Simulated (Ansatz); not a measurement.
Geometry relaxation, with input and output: HfS₂ (part 2 of 2)

Continued. System: HfS₂ (P-3m1, 3 atoms in the cell). Method: DFT PBE+D3(BJ), scalar-relativistic, plane waves, PAW, no spin polarisation (Ansatz 0.2.0); cutoff 420 eV, 12×12×6 k-mesh, Gaussian smearing of 0.02 eV. The structure derives from a Materials Project entry.

Geometry of the input (Å; fractional positions):
```
3.6397  0.0000  0.0000
-1.8198  3.1520  0.0000
0.0000  0.0000  6.0556
Hf 0.0000  0.0000  0.0000
S  0.6667  0.3333  0.7640
S  0.3333  0.6667  0.2360
```

### The program's output, continued
```
relax step   7: F+E_penalty+E_count = -17531.16484849 eV  Δ(F+E_penalty+E_count) = -2.766e-5 eV  max|allowed force component| = 4.639e-4 eV/Å  Δτ_max = 0.0006 Å  P = -0.010 GPa  Ω = 64.976 Å³  energy of the carried Pulay correction = +6.475e-4 eV  (8 SCF iters, accepted)
Basis set: ecut = 420 eV, 1243 PW (Γ), exchange–correlation on 50×50×80 points (8 copies of the dense FFT grid, shifted against one another)
Initial wavefunctions: pseudopotential atomic-orbital guess (no wavefunctions were taken with the density)
iter 1 solved again at ethr=2.84e-7 eV; its pass at ethr=3.10e-3 eV (dr2=1.08e-4 eV) is discarded
SCF iter   1: F=—  HF=-17531.164186 eV  |F-HF|=—  |Δ(HF+E_count)|=         —  Δρ=5.49e-5  dr2=2.44e-7  ethr=2.84e-7  ⟨swp⟩=3.0  Hψ=16051  notcnv=0
preconditioner: auto → Resta (q_TF=auto, 2.495 Å⁻¹)  ε∞=5.6  [insulator: Δε(μ)=0.853 eV  Ē_g=11.754 eV  σ=0.020 eV  W_gap=1.00  n_scr=22 (ndim 8)  ℏωp=25.2 eV  f_vac=0.045  D(μ)=0.00/eV (n_scr^D=0)  ε∞_Penn≈5.6]
SCF iter   2: F=—  HF=-17531.164284 eV  |F-HF|=—  |Δ(HF+E_count)|=   9.81e-5  Δρ=4.17e-5  dr2=6.24e-7  ethr=6.42e-10  ⟨swp⟩=3.1  Hψ=5187  notcnv=0
SCF iter   3: F=—  HF=-17531.164284 eV  |F-HF|=—  |Δ(HF+E_count)|=   6.15e-8  Δρ=2.13e-5  dr2=8.72e-8  ethr=6.42e-10  ⟨swp⟩=2.0  Hψ=4153  notcnv=0
SCF iter   4: F=—  HF=-17531.164284 eV  |F-HF|=—  |Δ(HF+E_count)|=   6.27e-8  Δρ=5.43e-6  dr2=6.54e-9  ethr=2.30e-10  ⟨swp⟩=2.2  Hψ=3806  notcnv=0
SCF iter   5: F=—  HF=-17531.164284 eV  |F-HF|=—  |Δ(HF+E_count)|=   4.65e-9  Δρ=8.32e-7  dr2=1.11e-10  ethr=1.72e-11  ⟨swp⟩=2.0  Hψ=4146  notcnv=0
SCF iter   6: F=-17531.164284 eV  HF=-17531.164284 eV  |F-HF|=7.28e-12  |Δ(HF+E_count)|=  2.95e-10  Δρ=2.28e-7  dr2=1.10e-11  ethr=1.00e-12  ⟨swp⟩=6.0  Hψ=11349  notcnv=0
SCF 8 converged in 6 iterations: F = -17531.164284 eV  dr2 = 1.10e-11
relax step   8: F+E_penalty+E_count = -17531.16428373 eV  Δ(F+E_penalty+E_count) = +5.648e-4 eV  max|allowed force component| = 6.665e-4 eV/Å  Δτ_max = 0.0000 Å  P = -0.013 GPa  Ω = 64.976 Å³  stress off target by 1.56e-2 GPa  SCF on the basis re-selected at this cell (its energy is not comparable with the rows above)  (6 SCF iters)
```

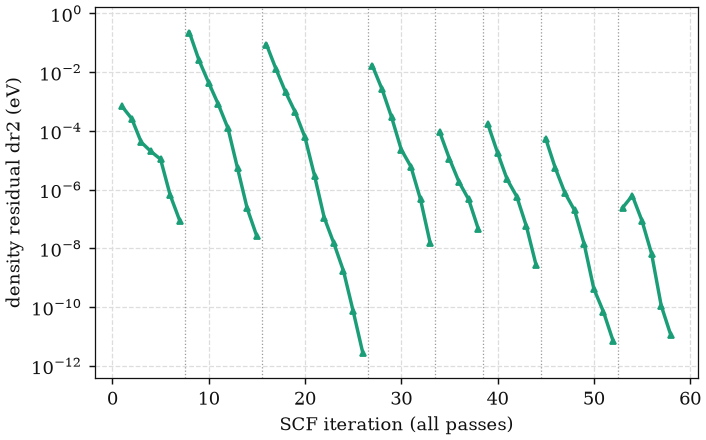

Figure 1. Convergence of the self-consistent field: density residual dr2 against the SCF iteration. The dotted lines part the SCF passes of the relaxation: geometry steps, rejected trials and re-solves on a re-selected basis. The 8 passes take 5 to 11 iterations each, 58 in all.

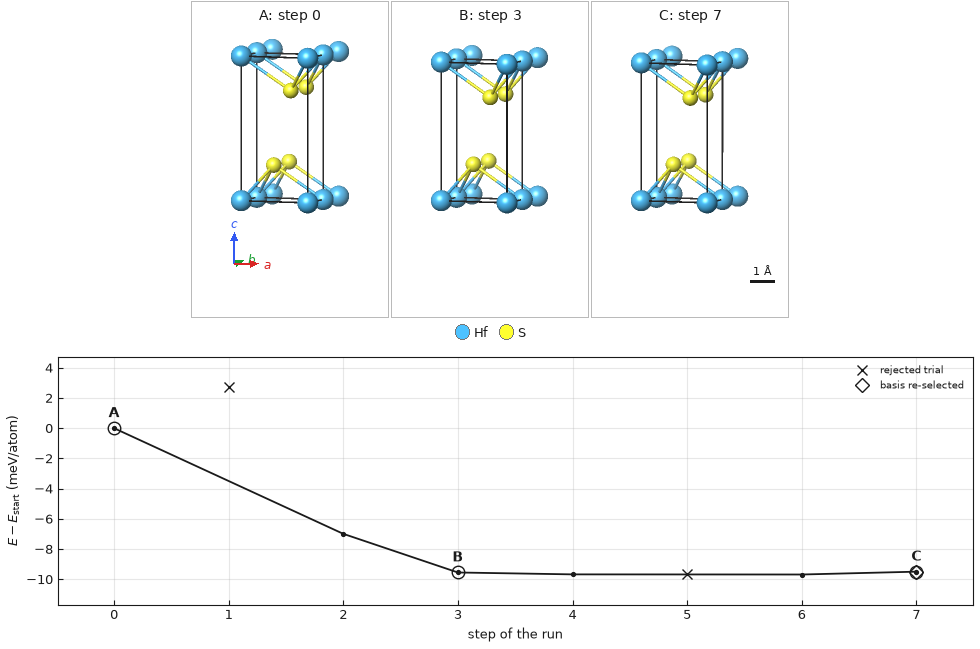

Figure 2. Frames of the relaxation (ball-and-stick view of the cell of the calculation, repeated 1 × 2 × 1, seen at an oblique angle) above the curves, on which the letters mark them (the first geometry is step 0 here and step 1 in the log).

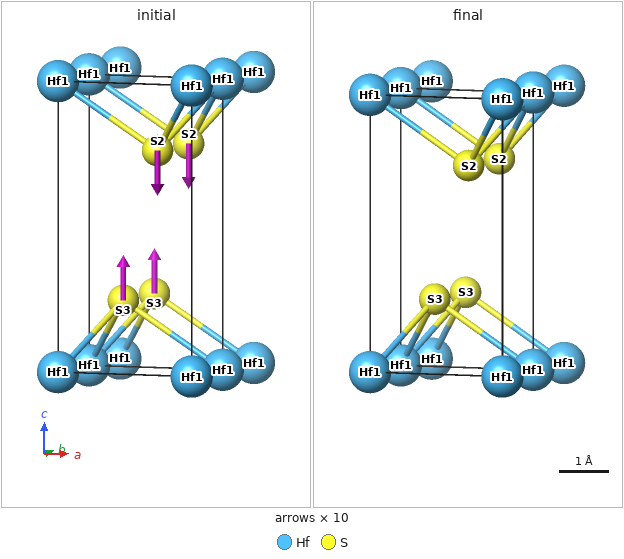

Figure 3. Before (left) and after (right) the relaxation, at one scale (ball-and-stick view of the cell of the calculation, repeated 1 × 2 × 1, seen at an oblique angle). The pink arrows give the displacements (without the part carried along by the change of the cell), magnified 10 times. The largest moves relative to the cell, 0.094 Å, are those of S2 and S3. Hf stays in place. Cell: a = b 3.640 → 3.606 Å (−0.9 %), c 6.056 → 5.770 Å (−4.7 %). Volume −6.5 %. The space group stays P-3m1 (No. 164). Over 6 geometry steps the energy falls by 9.7 meV per atom. Largest force component: 0.23 eV/Å at the start, 0.00067 eV/Å at the end. The pressure goes from −0.52 to −0.01 GPa. The line search rejected the trial steps at points 1, 5 (counted from 0) and went back. A last SCF at the same geometry on a re-selected plane-wave basis shifts the energy by +0.2 meV per atom. (Atoms are counted from 1 in the order of the input.)

```
basis re-selected at this cell: Δ(F+E_penalty+E_count) = +5.648e-4 eV, ΔP = -0.003 GPa vs the last step (what re-selecting the basis moved, of the pressure what is left beyond the Pulay correction that the steps carried, after the strain that the cell walked since its last selection, with what the two solves' SCF thresholds leave and, on support functions, any second-order correction that the steps lacked; it is no measure of the basis error at this ecutwfc). The dense FFT grid was sized anew with the basis: this SCF ran on 25×25×40 points, the steps before it on 25×25×45, so part of this shift can come from that change (see relax.cell in the input reference). This SCF's stress stands 1.56e-2 GPa from its target on what of the cell is left free (relax.cell.stress_tol is 5.00e-2 GPa) and its largest allowed force component is 6.67e-4 eV/Å (relax.f_tol is 5.00e-3 eV/Å): within both
SCF converged after 6 iterations
Free energy (F): -17531.164284 eV
Harris-Foulkes:  -17531.164284 eV  (|F-HF|=7.28e-12)
Internal energy: -17531.164284 eV  (E = F + TS)
E sigma→0 (E₀):  -17531.164284 eV
Fermi energy:    10.082309 eV
--- Per-component energies (eV) ---
  E_band       = -190.705650
  E_kinetic    = 635.143141
  E_local      = -8015.996434  (includes V_loc(G=0)·N_el)
  E_nonlocal   = -1186.764907
  E_hartree    = 3701.609427
  E_xc         = -494.421424
  E_vxc        = -441.239302  (∫ρ·V_xc dr)
  E_paw        = -8127.522940  (= ΣΔE_a)
  E_vpaw       = 1414.932840  (= ΣTr[D̂ρ^β])
  E_aug_tail   = 0.000002  (compensation charges beyond the density's cutoff)
  E_ewald      = -4042.189007
  E_disp       = -1.022141  (pairwise vdW)
  E_smearing   = -0.000000  (= −TS)
  E_closure    = 0.000000  (closes the sum)
  Σ components = -17531.164284   (vs F -17531.164284, Δ=0.00e0)
--- Forces (eV/Å), atoms counted from 1 ---
  atom   1  Hf    -0.00000000    -0.00000000     0.00000000
  atom   2  S     -0.00000000    -0.00000000    -0.00066653
  atom   3  S     -0.00000000     0.00000000     0.00066653
  max |Σ_I F_I| component: 1.85e-17 eV/Å
--- Stress (GPa, compression-positive) ---
       -0.011953       0.000000       0.000000
        0.000000      -0.011953      -0.000000
        0.000000      -0.000000      -0.015637
  P = ⅓ Tr σ = -0.0132 GPa (-0.132 kbar)
--- Band table (eV; the first three rows and the last of 100) ---
  k-point 0: bands = ["-52.4569", "-21.1483", "-21.0331", "-21.0331", "-3.6915", "-2.5881", "-2.4146", "-2.3956", "-2.3956", "-2.3856", "-2.3856", "-2.3747", "-1.6893", "4.5812", "6.7517", "6.7517", "9.4814", "9.4814", "9.6560", "11.5101", "11.5101", "12.0623", "14.8176"]
  k-point 1: bands = ["-52.4569", "-21.1484", "-21.0331", "-21.0331", "-3.6309", "-2.6064", "-2.4146", "-2.3956", "-2.3956", "-2.3856", "-2.3856", "-2.3747", "-1.7859", "4.8240", "6.7650", "6.7650", "9.1525", "9.4357", "9.4357", "11.4962", "11.4962", "12.2007", "14.9426"]
  k-point 2: bands = ["-52.4569", "-21.1486", "-21.0331", "-21.0331", "-3.4815", "-2.6699", "-2.4146", "-2.3956", "-2.3956", "-2.3856", "-2.3856", "-2.3747", "-1.9745", "5.4370", "6.7926", "6.7926", "8.1744", "9.3463", "9.3463", "11.4680", "11.4680", "12.3348", "15.2131"]
  k-point 99: bands = ["-52.4488", "-21.1771", "-21.1771", "-21.1018", "-2.5090", "-2.5090", "-2.4023", "-2.4017", "-2.3939", "-2.3939", "-2.3790", "-1.9192", "-1.9192", "5.7197", "5.7197", "5.8087", "7.1915", "7.6947", "7.6947", "12.3650", "12.8106", "12.8106", "15.8852"]
--- Relaxed structure (7 steps of the walk, 5 accepted, 1 SCFs on fresh bases) ---
  F+E_penalty+E_count = -17531.16428373 eV   max|allowed force component| = 6.665e-4 eV/Å   (the final SCF, on the basis selected at the relaxed cell)
  cell:  # Å, volume = 64.9762 Å³
    - [3.6058628400758113, 6.8206517372678695e-34, -1.518815745378014e-17]
    - [-1.8029314200379056, 3.122768822067957, 7.594078726890068e-18]
    - [-2.5269594038732352e-17, -4.775613610332169e-33, 5.770387707527944]
  atoms:
    - { symbol: Hf, position: [1.857020378515984e-35, -2.545876297110764e-36, 3.8195702646854905e-19] }
    - { symbol: S, position: [0.6666666666666666, 0.3333333333333333, 0.7476059845907134] }
    - { symbol: S, position: [0.3333333333333333, 0.6666666666666666, 0.2523940154092865] }
```

### Trajectory as extended XYZ (Å, eV, eV/Å), 8 frames, from step=1 to step=8
```
3
Lattice="3.6397 0.0000 0.0000 -1.8198 3.1520 0.0000 0.0000 0.0000 6.0556" Properties=species:S:1:pos:R:3:forces:R:3 step=1 energy=-17531.13580 pressure_GPa=-0.52
Hf    0.0000    0.0000    0.0000    0.0000   0.0000   0.0000
S     1.8198    1.0507    4.6262    0.0000   0.0000  -0.2303
S     0.0000    2.1014    1.4294    0.0000   0.0000   0.2303
3
Lattice="3.5474 0.0000 0.0000 -1.7737 3.0721 0.0000 0.0000 0.0000 5.8394" Properties=species:S:1:pos:R:3:forces:R:3 step=2 energy=-17531.12753 pressure_GPa=-0.53 accepted=F
Hf    0.0000    0.0000    0.0000    0.0000   0.0000   0.0000
S     1.7737    1.0240    4.3181    0.0000   0.0000   0.4978
S     0.0000    2.0481    1.5212    0.0000   0.0000  -0.4978
3
Lattice="3.6125 0.0000 0.0000 -1.8063 3.1286 0.0000 0.0000 0.0000 5.9482" Properties=species:S:1:pos:R:3:forces:R:3 step=3 energy=-17531.15677 pressure_GPa=-0.49
Hf    0.0000    0.0000    0.0000    0.0000   0.0000   0.0000
S     1.8063    1.0429    4.4928    0.0000   0.0000  -0.0389
S     0.0000    2.0857    1.4554    0.0000   0.0000   0.0389
3
Lattice="3.6006 0.0000 0.0000 -1.8003 3.1182 0.0000 0.0000 0.0000 5.8001" Properties=species:S:1:pos:R:3:forces:R:3 step=4 energy=-17531.16445 pressure_GPa=-0.04
Hf    0.0000    0.0000    0.0000    0.0000   0.0000   0.0000
S     1.8003    1.0394    4.3386    0.0000   0.0000   0.0224
S     0.0000    2.0788    1.4615    0.0000   0.0000  -0.0224
3
Lattice="3.6071 0.0000 0.0000 -1.8035 3.1238 0.0000 0.0000 0.0000 5.7727" Properties=species:S:1:pos:R:3:forces:R:3 step=5 energy=-17531.16482 pressure_GPa=-0.08
Hf    0.0000    0.0000    0.0000    0.0000   0.0000   0.0000
S     1.8035    1.0413    4.3163    0.0000   0.0000   0.0053
S     0.0000    2.0825    1.4564    0.0000   0.0000  -0.0053
3
Lattice="3.6041 0.0000 0.0000 -1.8021 3.1213 0.0000 0.0000 0.0000 5.7687" Properties=species:S:1:pos:R:3:forces:R:3 step=6 energy=-17531.16480 pressure_GPa=0.16 accepted=F
Hf    0.0000    0.0000    0.0000    0.0000   0.0000   0.0000
S     1.8021    1.0404    4.3135    0.0000   0.0000  -0.0243
S     0.0000    2.0809    1.4553    0.0000   0.0000   0.0243
3
Lattice="3.6059 0.0000 0.0000 -1.8029 3.1228 0.0000 0.0000 0.0000 5.7704" Properties=species:S:1:pos:R:3:forces:R:3 step=7 energy=-17531.16485 pressure_GPa=-0.01
Hf    0.0000    0.0000    0.0000    0.0000   0.0000   0.0000
S     1.8029    1.0409    4.3140    0.0000   0.0000  -0.0005
S     0.0000    2.0818    1.4564    0.0000   0.0000   0.0005
3
Lattice="3.6059 0.0000 0.0000 -1.8029 3.1228 0.0000 0.0000 0.0000 5.7704" Properties=species:S:1:pos:R:3:forces:R:3 step=8 energy=-17531.16428 pressure_GPa=-0.01
Hf    0.0000    0.0000    0.0000    0.0000   0.0000   0.0000
S     1.8029    1.0409    4.3140    0.0000   0.0000  -0.0007
S     0.0000    2.0818    1.4564    0.0000   0.0000   0.0007
```

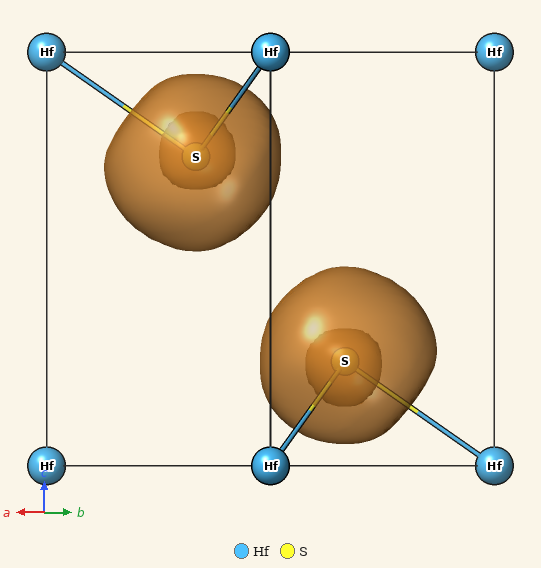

Figure 4. Isosurface of the ELF at 0.7 (orange), seen along [110]. Core shells and regions of very low density are left out. Sticks mark near contacts. The outline is the cell set on symmetry axes. Profiles from the grid: Hf–S (2.54 Å): the ELF is about 0.40 at the midpoint. Core electrons are frozen (PAW), so the fields are smoothed inside the atomic spheres.

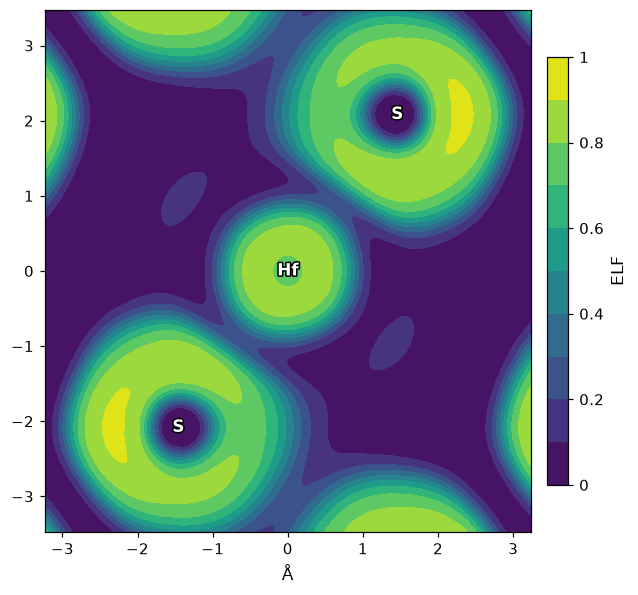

Figure 5. ELF on the (110) plane of the conventional cell. Atoms in the plane: Hf and S. Hf–S (2.54 Å): the ELF is about 0.40 at the midpoint. The strong features right at Hf lie inside the PAW spheres (semicore, d or f shells) and say nothing about bonding.

### Results in brief

| quantity | value |
| --- | --- |
| outcome | converged |
| space group (tolerance 0.01 Å) | P-3m1 (164) |
| electrons treated | 38 |
| free energy | −17531.1643 eV |
| Fermi energy | 10.082 eV |
| gap on the k-point mesh | 0.85 eV |
| pressure | −0.01 GPa |
| final volume | 64.98 Å³ |
| largest force (length of the vector) at the end | 0.001 eV/Å |
| final cell | a = 3.606 Å, b = 3.606 Å, c = 5.770 Å, α = 90.00°, β = 90.00°, γ = 120.00° |
| wall time | 68 s (CPU time 3.6 min) |
| peak memory | 0.52 GiB |

### Notes

Spin–orbit coupling is left out, which matters for Hf.
